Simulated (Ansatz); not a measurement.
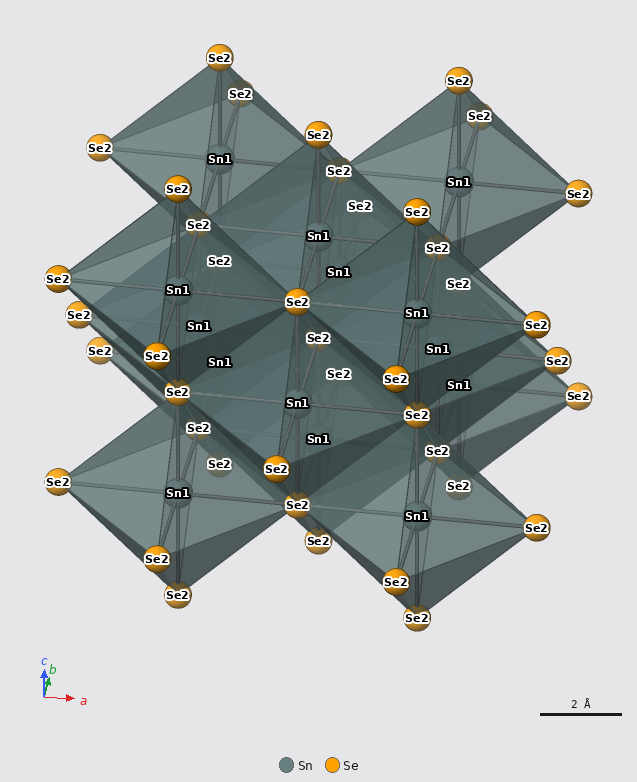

Fig. 1: The input geometry of run 1 (polyhedral view of the cell 4 times as large as that of the calculation, set on its symmetry axes, seen at an oblique angle; polyhedra are completed across the faces of the cell; atoms are numbered from 1 in the order of the input).

**What a change does: geometry relaxation on SnSe**

System: SnSe (Fm-3m, 2 atoms in the cell).
Method of run 1: Kohn-Sham DFT of a periodic cell, PBEsol, all-electron LAPW, scalar-relativistic, no spin polarisation (Ansatz 0.2.0).

The structure derives from an entry of the Crystallography Open Database. Text and figures count atoms from 1; the logs count them from 0 in places.

The input, run 1:
```yaml
crystal:
  lattice:
    - [0.0, 3.01, 3.01]
    - [3.01, 0.0, 3.01]
    - [3.01, 3.01, 0.0]
  atoms:
    - { symbol: Sn, position: [0.0, 0.0, 0.0] }
    - { symbol: Se, position: [0.5, 0.5, 0.5] }
kpoints:
  mp_grid: { grid: [8, 8, 8] }
scf:
  occupations: { method: fermi_dirac, width: 0.05 }
hamiltonian:
  xc: pbesol
  pseudopotentials: { kind: all_electron, lapw: { basis_error: 0.001 } }
output:
  forces: true
  stress: true
relax:
  f_tol: 0.02
  max_steps: 60
  cell: {}
```

Launched with:
```bash
ansatz run input.yaml --threads 1 --pin off --max-ram 3072MiB --backend cpu --events-out ev --progress --plain --runs-dir out
```

Hardware: 1 thread of Arm Neoverse V1, 24 GiB of memory available, shared host.

Output, shortened to warnings, some set-up lines, iterations and results (run 1):
```
Basis set: ecut = 206.63399016601812 eV, 339 PW (Γ), exchange–correlation at level 2
Symmetry: 48 space group operations
k-points: 29 of 512
Initial density: superposition of atomic densities (chi_scale 0.1, normalization cell, long waves kept (reshape's long-wave potential 0.00 eV rms))
[...]
SCF iter   1: F=—  HF=-234096.870839 eV  |F-HF|=—  |Δ(HF+E_count)|=         —  Δρ=2.04e-2  dr2=5.22e-1  ethr=1.13e-3  ⟨swp⟩=2.2  Hψ=5144  notcnv=0
SCF iter   2: F=—  HF=-234096.723200 eV  |F-HF|=—  |Δ(HF+E_count)|=   1.48e-1  Δρ=5.58e-3  dr2=1.79e-2  ethr=3.88e-5  ⟨swp⟩=2.0  Hψ=4225  notcnv=0
SCF iter   3: F=—  HF=-234096.701771 eV  |F-HF|=—  |Δ(HF+E_count)|=   2.14e-2  Δρ=3.08e-3  dr2=7.00e-3  ethr=3.88e-5  ⟨swp⟩=2.3  Hψ=2550  notcnv=0
SCF iter   4: F=—  HF=-234096.701730 eV  |F-HF|=—  |Δ(HF+E_count)|=   4.14e-5  Δρ=7.44e-4  dr2=3.00e-4  ethr=1.52e-5  ⟨swp⟩=2.0  Hψ=2406  notcnv=0
SCF iter   5: F=—  HF=-234096.701714 eV  |F-HF|=—  |Δ(HF+E_count)|=   1.58e-5  Δρ=1.00e-4  dr2=5.55e-6  ethr=6.51e-7  ⟨swp⟩=2.0  Hψ=2407  notcnv=0
[... 22 lines ...]
relax step   4: F+E_penalty+E_count = -234096.71418789 eV  Δ(F+E_penalty+E_count) = -1.076e-5 eV  max|allowed force component| = 2.773e-31 eV/Å  Δτ_max = 0.0000 Å  P = -0.002 …
SCF iter   1: F=—  HF=-234096.714188 eV  |F-HF|=—  |Δ(HF+E_count)|=         —  Δρ=3.86e-6  dr2=1.52e-8  ethr=3.38e-11  ⟨swp⟩=3.7  Hψ=4090  notcnv=0
SCF iter   2: F=-234096.714188 eV  HF=-234096.714188 eV  |F-HF|=5.24e-10  |Δ(HF+E_count)|=   6.32e-8  Δρ=1.56e-6  dr2=2.07e-9  ethr=3.30e-11  ⟨swp⟩=2.0  Hψ=2394  notcnv=0
SCF 5 converged in 2 iterations: F = -234096.714188 eV  dr2 = 2.07e-9
relax step   5: F+E_penalty+E_count = -234096.71418825 eV  Δ(F+E_penalty+E_count) = -3.659e-7 eV  max|allowed force component| = 1.233e-31 eV/Å  Δτ_max = 0.0000 Å  P = -0.002 …
basis re-selected at this cell: Δ(F+E_penalty+E_count) = -3.659e-7 eV, ΔP = +0.000 GPa vs the last step (what re-selecting the basis moved, after the strain that the cell walked since its last selection, with what the two solves' SCF thresholds leave and, on support functions, any second-order …
SCF converged after 2 iterations
Free energy (F): -234096.714188 eV
Harris-Foulkes:  -234096.714188 eV  (|F-HF|=5.24e-10)
Internal energy: -234096.714152 eV  (E = F + TS)
E sigma→0 (E₀):  -234096.714170 eV
Entropy (-TS):   -0.000036 eV (-0.018 meV/atom)
Fermi energy:    11.519272 eV
--- Per-component energies (eV) ---
  E_band       = -2301.484011
  E_kinetic    = 244332.825689
  E_xc         = -6771.959205
  E_electrostatic = -471657.580637  (all electrons and nuclei)
  E_smearing   = -0.000036  (= −TS)
  E_closure    = 0.000000  (closes the sum)
  E_atoms      = -234087.764721  (free atoms, spherical and without spin; not in F)
  Σ components = -234096.714188   (vs F -234096.714188, Δ=0.00e0)
  Basis errors (estimates in eV, not in F): energy 3.6e-4 per atom: plane waves 3.5e-4 (2.0e-4 summed), levels above the bands 1.2e-50, relativity 1.0e-8, radial functions 9.6e-6, core shells 4.0e-9; eigenvalues (radial functions only) 1.3e-6; not estimated: angular momenta, meshes, grids; target …
--- Forces (eV/Å), atoms counted from 1 ---
  atom   1  Sn     0.00000000    -0.00000000     0.00000000
  atom   2  Se     0.00000000    -0.00000000     0.00000000
  max |Σ_I F_I| component: 4.27e-31 eV/Å
--- Stress (GPa, compression-positive) ---
       -0.001701      -0.000000      -0.000000
       -0.000000      -0.001701      -0.000000
       -0.000000      -0.000000      -0.001701
  P = ⅓ Tr σ = -0.0017 GPa (-0.017 kbar)
--- Relaxed structure (4 steps of the walk, 4 accepted, 1 SCFs on fresh bases) ---
  F+E_penalty+E_count = -234096.71418825 eV   max|allowed force component| = 1.233e-31 eV/Å   (the final SCF, on the basis selected at the relaxed cell)
  cell:  # Å, volume = 52.5444 Å³
    - [1.0190744065791177e-34, 2.972797877344698, 2.972797877344698]
    - [2.972797877344698, 6.623983642764266e-34, 2.972797877344698]
    - [2.972797877344698, 2.972797877344698, -1.5286116098686776e-34]
  atoms:
    - { symbol: Sn, position: [1.9995119854591562e-36, -3.999023970910907e-36, -1.5996095883624634e-35] }
[...]
```

The input of run 2 differs as follows (lines with − go, lines with + come):
```diff
+  dispersion: d3bj
```

What does this change do to the results?

The total energies belong to different models, so their difference says nothing on which is more stable or more accurate. The volume per atom goes from 26.27 to 25.31 Å³. The SCF takes 24 iterations over all geometry steps against 22.

Output, shortened to warnings, some set-up lines, iterations and results (run 2):
```
Basis set: ecut = 206.6339901663902 eV, 339 PW (Γ), exchange–correlation at level 2
Symmetry: 48 space group operations
k-points: 29 of 512
Initial density: superposition of atomic densities (chi_scale 0.1, normalization cell, long waves kept (reshape's long-wave potential 0.00 eV rms))
[...]
SCF iter   1: F=—  HF=-234097.529890 eV  |F-HF|=—  |Δ(HF+E_count)|=         —  Δρ=2.04e-2  dr2=5.22e-1  ethr=1.13e-3  ⟨swp⟩=2.2  Hψ=5144  notcnv=0
SCF iter   2: F=—  HF=-234097.382252 eV  |F-HF|=—  |Δ(HF+E_count)|=   1.48e-1  Δρ=5.58e-3  dr2=1.79e-2  ethr=3.88e-5  ⟨swp⟩=2.0  Hψ=4225  notcnv=0
SCF iter   3: F=—  HF=-234097.360823 eV  |F-HF|=—  |Δ(HF+E_count)|=   2.14e-2  Δρ=3.08e-3  dr2=7.00e-3  ethr=3.88e-5  ⟨swp⟩=2.3  Hψ=2550  notcnv=0
SCF iter   4: F=—  HF=-234097.360782 eV  |F-HF|=—  |Δ(HF+E_count)|=   4.14e-5  Δρ=7.44e-4  dr2=3.00e-4  ethr=1.52e-5  ⟨swp⟩=2.0  Hψ=2406  notcnv=0
SCF iter   5: F=—  HF=-234097.360766 eV  |F-HF|=—  |Δ(HF+E_count)|=   1.58e-5  Δρ=1.00e-4  dr2=5.55e-6  ethr=6.51e-7  ⟨swp⟩=2.0  Hψ=2407  notcnv=0
[... 24 lines ...]
relax step   4: F+E_penalty+E_count = -234097.41184980 eV  Δ(F+E_penalty+E_count) = -2.045e-4 eV  max|allowed force component| = 2.301e-31 eV/Å  Δτ_max = 0.0000 Å  P = -0.016 …
SCF iter   1: F=—  HF=-234097.411851 eV  |F-HF|=—  |Δ(HF+E_count)|=         —  Δρ=4.05e-6  dr2=1.49e-8  ethr=3.17e-11  ⟨swp⟩=4.6  Hψ=4146  notcnv=0
SCF iter   2: F=-234097.411851 eV  HF=-234097.411851 eV  |F-HF|=2.91e-10  |Δ(HF+E_count)|=   5.59e-8  Δρ=1.90e-6  dr2=3.31e-9  ethr=3.17e-11  ⟨swp⟩=2.0  Hψ=2375  notcnv=0
SCF 5 converged in 2 iterations: F = -234097.411851 eV  dr2 = 3.31e-9
relax step   5: F+E_penalty+E_count = -234097.41185056 eV  Δ(F+E_penalty+E_count) = -7.585e-7 eV  max|allowed force component| = 1.808e-31 eV/Å  Δτ_max = 0.0000 Å  P = -0.016 …
basis re-selected at this cell: Δ(F+E_penalty+E_count) = -7.585e-7 eV, ΔP = +0.000 GPa vs the last step (what re-selecting the basis moved, after the strain that the cell walked since its last selection, with what the two solves' SCF thresholds leave and, on support functions, any second-order …
SCF converged after 2 iterations
Free energy (F): -234097.411851 eV
Harris-Foulkes:  -234097.411851 eV  (|F-HF|=2.91e-10)
Internal energy: -234097.411801 eV  (E = F + TS)
E sigma→0 (E₀):  -234097.411826 eV
Entropy (-TS):   -0.000050 eV (-0.025 meV/atom)
Fermi energy:    12.205715 eV
--- Per-component energies (eV) ---
  E_band       = -2275.077190
  E_kinetic    = 244334.916134
  E_xc         = -6772.548805
  E_electrostatic = -471659.068284  (all electrons and nuclei)
  E_disp       = -0.710846  (pairwise vdW)
  E_smearing   = -0.000050  (= −TS)
  E_closure    = 0.000000  (closes the sum)
  E_atoms      = -234087.764721  (free atoms, spherical and without spin; not in F)
  Σ components = -234097.411851   (vs F -234097.411851, Δ=0.00e0)
  Basis errors (estimates in eV, not in F): energy 3.9e-4 per atom: plane waves 3.8e-4 (2.1e-4 summed), levels above the bands 7.7e-50, relativity 9.1e-9, radial functions 9.9e-6, core shells 6.1e-9; eigenvalues (radial functions only) 1.4e-6; not estimated: angular momenta, meshes, grids; target …
--- Forces (eV/Å), atoms counted from 1 ---
  atom   1  Sn     0.00000000    -0.00000000     0.00000000
  atom   2  Se    -0.00000000    -0.00000000     0.00000000
  max |Σ_I F_I| component: 6.25e-31 eV/Å
--- Stress (GPa, compression-positive) ---
       -0.016393      -0.000000      -0.000000
       -0.000000      -0.016393      -0.000000
       -0.000000      -0.000000      -0.016393
  P = ⅓ Tr σ = -0.0164 GPa (-0.164 kbar)
--- Relaxed structure (4 steps of the walk, 4 accepted, 1 SCFs on fresh bases) ---
  F+E_penalty+E_count = -234097.41185056 eV   max|allowed force component| = 1.808e-31 eV/Å   (the final SCF, on the basis selected at the relaxed cell)
  cell:  # Å, volume = 50.6198 Å³
    - [1.4521810293752432e-33, 2.9360496604938513, 2.9360496604938513]
    - [2.9360496604938513, 1.0732127344286333e-33, 2.9360496604938513]
    - [2.9360496604938513, 2.9360496604938513, 4.617680904811628e-34]
  atoms:
[...]
```

The two runs side by side:

| quantity | run 1 | run 2 |
| --- | --- | --- |
| outcome | converged | converged |
| free energy per atom (eV) | −117048.3571 | −117048.7059 |
| pressure (GPa) | 0.00 | −0.02 |
| volume per atom (Å³) | 26.27 | 25.31 |
| largest force (eV/Å) | 0.000 | 0.000 |
| SCF iterations | 22 | 24 |
| irreducible k-points | 29 | 29 |
